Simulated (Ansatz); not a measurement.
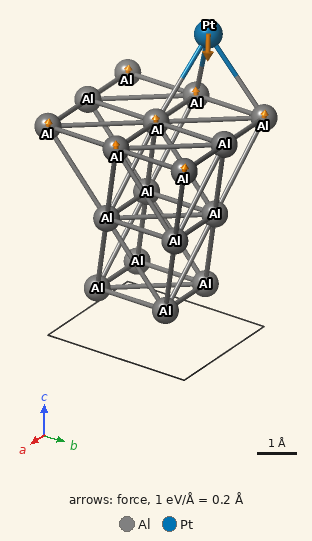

Starting geometry of a slab of composition Al₁₂Pt with the computed forces as orange arrows. A ball-and-stick model of the cell of the calculation, outlined in the plane, without the vacuum, seen slightly off an axis.

It is Pt on Al(111), set down by a guess. The run prepares an end point of a later path (adatom hop) calculation, from a guessed geometry. 4 atoms are held fixed.

All numbers below come from DFT PBEsol, scalar-relativistic, plane waves, PAW (Ansatz). Set-up: plane-wave cutoff 420 eV; k-point mesh 3 × 3 × 1; occupations fermi dirac; smearing width 0.05 eV; no spin polarisation; atoms relaxed in a fixed cell; force threshold 0.03 eV/Å; at most 60 steps.

Q: What follows when this structure is relaxed?

A: It isn't relaxed: the largest force vector, on the Pt atom, is 3.75 eV/Å. The final displacements follow the starting forces only in part (cosine between the two patterns 0.78). The energy falls by 1.222 eV per cell of the calculation in 5 geometry steps. Largest force component: 3.7 eV/Å at the start, 0.0047 eV/Å at the end. The largest move is that of the Pt atom, 0.59 Å at 9° to the normal (−c side). By element the largest moves are Pt 0.59 Å, Al 0.13 Å. The cell stays as it was. Among the contacts that change: Al–Pt 2.727 → 2.361 Å, Al–Pt 2.639 → 2.360 Å, Al–Al 2.864 → 2.648 Å, Al–Al 2.864 → 3.078 Å. Among the angles between lasting bonds that change: Al–Pt–Al 64.5° → 81.4°, Al–Pt–Al 64.6° → 81.4°, Al–Pt–Al 65.8° → 81.5°. The run took 46 s on 1 thread of Arm Neoverse V1, on a shared host, peak memory 0.54 GiB.

Limits of the set-up: the periodic images lie only 5.7 Å apart, so the values are limited by the cell's size.
